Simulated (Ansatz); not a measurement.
**Single-point calculation, with input and output: WSe (part 1 of 2)**

System: WSe (Fm-3m, 2 atoms in the cell).
Method: DFT r2SCAN+U, scalar-relativistic, plane waves, PAW, Ueff = 6.2 eV on W d, spin-polarised (Ansatz 0.2.0).

The structure was built on a prototype by a generator; it need not be a known phase. It belongs to a series of runs on one base structure; here: volume fm: 0.96 V/V0. Figures and captions count atoms from 1; the log counts them from 0 in places.

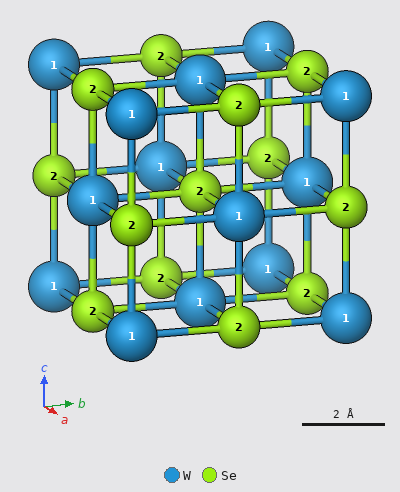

**Figure 1.** The structure as given in the input (ball-and-stick view of the cell 4 times as large as that of the calculation, set on its symmetry axes, seen slightly off an axis; atoms are numbered from 1 in the order of the input). An atom can appear more than once, as a periodic image. Near neighbours in the periodic cell (some may lie outside the picture): W has 6 Se at 2.81 Å; Se has 6 W at 2.81 Å.

Input:
```yaml
crystal:
  lattice:
    - [0.0, 2.8144469487, 2.8144469487]
    - [2.8144469487, 0.0, 2.8144469487]
    - [2.8144469487, 2.8144469487, 0.0]
  atoms:
    - { symbol: W, position: [0.0, 0.0, 0.0], spin: 1.0 }
    - { symbol: Se, position: [0.5, 0.5, 0.5] }
basis:
  ecutwfc: 500
kpoints:
  mp_grid: { grid: [12, 12, 12] }
hamiltonian:
  xc: r2scan
  hubbard: { sites: [{ species: W, l: d, u_eff: 6.2 }] }
scf:
  occupations: { method: gaussian, width: 0.1 }
output:
  forces: true
  stress: true
  eigenvalues: true
  populations: true
  write_density: true
  write_potential: true
  elf: true
  volumetric_format: npy
magnetization:
  spin_polarized: true
```

Run on 1 thread of Oxide Virtual Turin-like (Zen 5), 32 GiB of memory available, shared host.

Run as:
```bash
ansatz run input.yaml --threads 1 --pin off --max-ram 2560MiB --backend cpu --events-out ev --progress --plain --runs-dir out
```

Log:
```
W: projections on atomic orbitals take those of the free atom [Kr 4d10 4f14] 5s2 5p6 5d4 6s2, of charge +0.00 (hamiltonian.pseudopotentials.projection_atoms); the dataset's partial waves leave at most 6.5e-5 of an orbital's norm unspanned inside its sphere
Se: projections on atomic orbitals take those of the free atom [Ar] 3d10 4s2 4p4, of charge +0.00 (hamiltonian.pseudopotentials.projection_atoms); the dataset's partial waves leave at most 2.3e-6 of an orbital's norm unspanned inside its sphere
Engine: ansatz 0.2.0, x86_64-unknown-linux-gnu
Pseudopotentials: kind: paw
Pseudopotential: W, paw, valence charge 14, recommended cutoff 500 eV (meta_gga), W.paw.azcp
Pseudopotential: Se, paw, valence charge 16, recommended cutoff 500 eV (meta_gga), Se.paw.azcp
Functional definition: r2SCAN
  parameter k0 = 0.174
  parameter k1 = 0.065
  parameter a1 = 4.9479
  exchange = r2scan_x(k0 = k0, k1 = k1, a1 = a1)
  correlation = r2scan_c
Crystal: 2 atoms, lattice volume = 44.587 Å³
Basis set: ecut = 500 eV, 1139 PW (Γ), exchange–correlation on 120×120×120 points (64 copies of the dense FFT grid, shifted against one another)
Bands: 20, of which v1, the nominal top of the filled ones, is band 15 counted from 1 (14 counted from 0)
Symmetry: 48 space group operations
Space group: Fm-3m (ITA 225), of the structure as read, at distance tolerance 3.5e-5 Å
Magnetic group: BNS 225.116 (UNI 1618), of the structure as read, at distance tolerance 3.5e-5 Å
k-points: 72 of 1728
Non-local potential: W, projectors of the file, l = 0: 3, l = 1: 2, l = 2: 2, l = 3: 1
Non-local potential: Se, projectors of the file, l = 0: 2, l = 1: 2, l = 2: 3, l = 3: 1
PAW form: soft (Blöchl's): semilocal exchange-correlation on the pseudo side does not see the compensation charge
PAW frozen core: W, regenerated for the run's functional (the file was generated under x = pbe(κ = 0.804, μ = 0.2195149727645171), c = pbe(β = 0.06672455060314922))
PAW frozen core: Se, regenerated for the run's functional (the file was generated under x = pbe(κ = 0.804, μ = 0.2195149727645171), c = pbe(β = 0.06672455060314922))
PAW one-centre angular grid: W, 590 points (default); XC on 160 Gauss nodes
PAW one-centre angular grid: Se, 590 points (default); XC on 160 Gauss nodes
Initial density: superposition of atomic densities (chi_scale 0.1, normalization cell)
Starting moments: Σ|m| = 1 μB on 1 of 2 sites
Initial wavefunctions: pseudopotential atomic-orbital guess
Functional: x = r2scan, c = r2scan; τ floored in thin density (d = 2e-4 eV/Å³)
iter 1 solved again at ethr=5.50e-4 eV; its pass at ethr=3.10e-3 eV (dr2=1.65e-1 eV) is discarded
SCF iter   1: F=—  HF=-15864.982641 eV  |F-HF|=—  |Δ(HF+E_count)|=         —  Δρ=4.14e-2 (↑3.83e-2 ↓4.14e-2)  dr2=1.65e-1  dr2_τ=9.41e-2  dr2_m=5.89e-1  M=2.845 μB ∫|m|=2.857 μB  β_m=1.00  ethr=5.50e-4  ⟨swp⟩=1.0  Hψ=17466  notcnv=0
preconditioner: auto → Kerker (q_TF=auto, 2.554 Å⁻¹)  [metal: Δε(μ)=0.006 eV  Ē_g=8.386 eV  σ=0.100 eV  W_gap=0.03  n_scr=14 (ndim 8)  ℏωp=19.3 eV  f_vac=0.000  D(μ)=3.15/eV (n_scr^D=26)]
spin=Collinear: Kerker preconditioning applied to the charge; magnetization (m = ρ↑ − ρ↓) channel mixes plain (no charge-response kernel on spin).
SCF iter   2: F=—  HF=-15867.513256 eV  |F-HF|=—  |Δ(HF+E_count)|=    2.53e0  Δρ=2.56e-2 (↑2.56e-2 ↓2.18e-2)  dr2=1.17e-1  dr2_τ=2.33e-2  dr2_m=1.90e-1  M=3.784 μB ∫|m|=3.852 μB  β_m=1.00  ethr=5.50e-4  ⟨swp⟩=3.0  Hψ=6310  notcnv=0  κ⁻¹=1.0e0(r=1)
SCF iter   3: F=—  HF=-15868.819549 eV  |F-HF|=—  |Δ(HF+E_count)|=    1.31e0  Δρ=1.19e-2 (↑1.19e-2 ↓1.00e-2)  dr2=1.22e-1  dr2_τ=2.93e-3  dr2_m=1.83e-2  M=4.000 μB ∫|m|=4.164 μB  β_m=1.00  ethr=3.91e-4  ⟨swp⟩=2.6  Hψ=6023  notcnv=0  defer=45  κ⁻¹=1.2e-2(r=2)
SCF iter   4: F=—  HF=-15869.457080 eV  |F-HF|=—  |Δ(HF+E_count)|=   6.38e-1  Δρ=5.33e-3 (↑4.71e-3 ↓5.33e-3)  dr2=2.95e-2  dr2_τ=4.36e-4  dr2_m=1.91e-3  M=4.000 μB ∫|m|=4.256 μB  β_m=1.00  ethr=3.91e-4  ⟨swp⟩=2.0  Hψ=4803  notcnv=0  defer=48  κ⁻¹=5.8e-3(r=3)
SCF iter   5: F=—  HF=-15869.791320 eV  |F-HF|=—  |Δ(HF+E_count)|=   3.34e-1  Δρ=3.26e-3 (↑3.26e-3 ↓2.80e-3)  dr2=1.16e-2  dr2_τ=3.05e-4  dr2_m=6.91e-4  M=4.000 μB ∫|m|=4.312 μB  β_m=1.00  ethr=9.83e-5  ⟨swp⟩=2.3  Hψ=5715  notcnv=0  defer=48  κ⁻¹=1.6e-3(r=4)
SCF iter   6: F=—  HF=-15869.962706 eV  |F-HF|=—  |Δ(HF+E_count)|=   1.71e-1  Δρ=3.52e-3 (↑3.52e-3 ↓1.19e-3)  dr2=6.67e-3  dr2_τ=5.35e-4  dr2_m=1.45e-3  M=4.000 μB ∫|m|=4.374 μB  β_m=1.00  ethr=3.85e-5  ⟨swp⟩=2.0  Hψ=5842  notcnv=0  defer=51  κ⁻¹=2.6e-5(r=5)
SCF iter   7: F=—  HF=-15870.052126 eV  |F-HF|=—  |Δ(HF+E_count)|=   8.94e-2  Δρ=3.03e-3 (↑3.03e-3 ↓1.20e-3)  dr2=9.54e-3  dr2_τ=4.70e-5  dr2_m=5.28e-4  M=4.000 μB ∫|m|=4.409 μB  β_m=1.00  ethr=2.22e-5  ⟨swp⟩=1.7  Hψ=3518  notcnv=0  defer=52  κ⁻¹=4.5e-6(r=6)
SCF iter   8: F=—  HF=-15870.101751 eV  |F-HF|=—  |Δ(HF+E_count)|=   4.96e-2  Δρ=3.50e-3 (↑3.50e-3 ↓1.56e-3)  dr2=1.55e-2  dr2_τ=5.07e-5  dr2_m=4.92e-4  M=4.000 μB ∫|m|=4.437 μB  β_m=1.00  ethr=2.22e-5  ⟨swp⟩=1.4  Hψ=3033  notcnv=0  defer=52  κ⁻¹=3.4e-7(r=7)
SCF iter   9: F=—  HF=-15870.126673 eV  |F-HF|=—  |Δ(HF+E_count)|=   2.49e-2  Δρ=3.53e-3 (↑3.53e-3 ↓1.65e-3)  dr2=1.61e-2  dr2_τ=6.15e-4  dr2_m=5.96e-4  M=4.000 μB ∫|m|=4.426 μB  β_m=0.30  ethr=2.22e-5  ⟨swp⟩=2.5  Hψ=5984  notcnv=0  defer=53  κ⁻¹=1.3e-7(r=8)
SCF iter  10: F=—  HF=-15870.139219 eV  |F-HF|=—  |Δ(HF+E_count)|=   1.25e-2  Δρ=3.42e-3 (↑3.42e-3 ↓1.17e-3)  dr2=1.30e-2  dr2_τ=6.54e-4  dr2_m=6.79e-4  M=4.000 μB ∫|m|=4.462 μB  β_m=1.00  ethr=2.22e-5  ⟨swp⟩=2.4  Hψ=5824  notcnv=0  defer=55  κ⁻¹=2.0e-7(r=8)
SCF iter  11: F=—  HF=-15870.143959 eV  |F-HF|=—  |Δ(HF+E_count)|=   4.74e-3  Δρ=1.26e-3 (↑1.26e-3 ↓8.32e-4)  dr2=2.75e-3  dr2_τ=4.35e-5  dr2_m=6.99e-5  M=4.000 μB ∫|m|=4.471 μB  β_m=1.00  ethr=2.22e-5  ⟨swp⟩=2.0  Hψ=4556  notcnv=0  defer=55  κ⁻¹=4.7e-7(r=8)
SCF iter  12: F=—  HF=-15870.148975 eV  |F-HF|=—  |Δ(HF+E_count)|=   5.02e-3  Δρ=1.79e-3 (↑1.79e-3 ↓8.24e-4)  dr2=4.73e-3  dr2_τ=1.29e-5  dr2_m=1.10e-4  M=4.000 μB ∫|m|=4.484 μB  β_m=1.00  ethr=9.18e-6  ⟨swp⟩=1.0  Hψ=2861  notcnv=0  defer=55  κ⁻¹=2.4e-8(r=8)
SCF iter  13: F=—  HF=-15870.150422 eV  |F-HF|=—  |Δ(HF+E_count)|=   1.45e-3  Δρ=9.92e-4 (↑9.92e-4 ↓6.33e-4)  dr2=1.72e-3  dr2_τ=7.84e-6  dr2_m=2.62e-5  M=4.000 μB ∫|m|=4.488 μB  β_m=1.00  ethr=9.18e-6  ⟨swp⟩=2.0  Hψ=3435  notcnv=0  defer=55  κ⁻¹=2.5e-7(r=8)
SCF iter  14: F=—  HF=-15870.151340 eV  |F-HF|=—  |Δ(HF+E_count)|=   9.18e-4  Δρ=7.13e-4 (↑7.13e-4 ↓3.87e-4)  dr2=5.77e-4  dr2_τ=3.56e-5  dr2_m=3.20e-5  M=4.000 μB ∫|m|=4.485 μB  β_m=1.20  ethr=5.74e-6  ⟨swp⟩=2.0  Hψ=4127  notcnv=0  defer=55
Mixer restart at iter 14: flushing history
spin-set hold released at iteration 14 (site moments contracting): the magnetisation degrees of freedom join the quasi-Newton model from the next iteration; the mixer history was flushed
SCF iter  15: F=—  HF=-15870.151916 eV  |F-HF|=—  |Δ(HF+E_count)|=   5.76e-4  Δρ=4.54e-4 (↑2.36e-4 ↓4.54e-4)  dr2=2.73e-4  dr2_τ=1.39e-6  dr2_m=6.56e-6  M=4.000 μB ∫|m|=4.490 μB  β_m=1.20  ethr=1.92e-6  ⟨swp⟩=1.0  Hψ=2832  notcnv=0  defer=55  κ⁻¹=1.0e0(r=1)
SCF iter  16: F=—  HF=-15870.152548 eV  |F-HF|=—  |Δ(HF+E_count)|=   6.32e-4  Δρ=1.06e-4 (↑6.37e-5 ↓1.06e-4)  dr2=4.40e-6  dr2_τ=2.13e-6  dr2_m=1.16e-6  M=4.000 μB ∫|m|=4.498 μB  β_m=1.20  ethr=9.09e-7  ⟨swp⟩=2.2  Hψ=4208  notcnv=0  defer=55  κ⁻¹=1.7e-1(r=2)
SCF iter  17: F=—  HF=-15870.152738 eV  |F-HF|=—  |Δ(HF+E_count)|=   1.90e-4  Δρ=1.32e-4 (↑1.32e-4 ↓9.31e-5)  dr2=2.82e-5  dr2_τ=2.01e-7  dr2_m=2.85e-7  M=4.000 μB ∫|m|=4.502 μB  β_m=1.20  ethr=1.47e-8  ⟨swp⟩=2.1  Hψ=5088  notcnv=0  defer=56  κ⁻¹=1.2e-2(r=3)
SCF iter  18: F=—  HF=-15870.152834 eV  |F-HF|=—  |Δ(HF+E_count)|=   9.64e-5  Δρ=6.88e-5 (↑6.88e-5 ↓6.08e-5)  dr2=1.01e-5  dr2_τ=1.39e-7  dr2_m=1.31e-7  M=4.000 μB ∫|m|=4.505 μB  β_m=1.20  ethr=1.47e-8  ⟨swp⟩=2.6  Hψ=5134  notcnv=0  defer=56  κ⁻¹=5.0e-3(r=4)
SCF iter  19: F=—  HF=-15870.152844 eV  |F-HF|=—  |Δ(HF+E_count)|=   9.87e-6  Δρ=4.05e-5 (↑4.05e-5 ↓3.89e-5)  dr2=1.64e-6  dr2_τ=4.45e-8  dr2_m=4.79e-9  M=4.000 μB ∫|m|=4.506 μB  β_m=1.20  ethr=1.47e-8  ⟨swp⟩=2.0  Hψ=4897  notcnv=0  defer=57  κ⁻¹=7.1e-4(r=5)
SCF iter  20: F=—  HF=-15870.152844 eV  |F-HF|=—  |Δ(HF+E_count)|=   2.29e-7  Δρ=2.18e-5 (↑1.94e-5 ↓2.18e-5)  dr2=4.45e-7  dr2_τ=1.31e-8  dr2_m=1.00e-8  M=4.000 μB ∫|m|=4.506 μB  β_m=1.20  ethr=5.46e-9  ⟨swp⟩=2.5  Hψ=4733  notcnv=0  defer=57  κ⁻¹=3.8e-4(r=6)
SCF iter  21: F=—  HF=-15870.152845 eV  |F-HF|=—  |Δ(HF+E_count)|=   4.40e-7  Δρ=7.71e-6 (↑7.71e-6 ↓7.16e-6)  dr2=3.31e-8  dr2_τ=2.11e-9  dr2_m=1.28e-9  M=4.000 μB ∫|m|=4.506 μB  β_m=1.20  ethr=3.33e-10  ⟨swp⟩=8.2  Hψ=18064  notcnv=0  κ⁻¹=6.2e-5(r=7)
SCF iter  22: F=-15870.152844 eV  HF=-15870.152844 eV  |F-HF|=8.67e-9  |Δ(HF+E_count)|=   9.08e-8  Δρ=4.18e-6 (↑4.18e-6 ↓4.09e-6)  dr2=1.27e-8  dr2_τ=5.72e-10  dr2_m=8.42e-11  M=4.000 μB ∫|m|=4.506 μB  ethr=1.10e-10  ⟨swp⟩=7.7  Hψ=17008  notcnv=0
SCF 1 converged in 22 iterations: F = -15870.152844 eV  dr2 = 1.27e-8
  greatest PAW one-centre occupation: 1.000 electrons in one spin orbital (limit 2), on the Se atom at site 1 (counted from 0), in its partial waves of l = 2
Symmetry: 16 space group operations
```
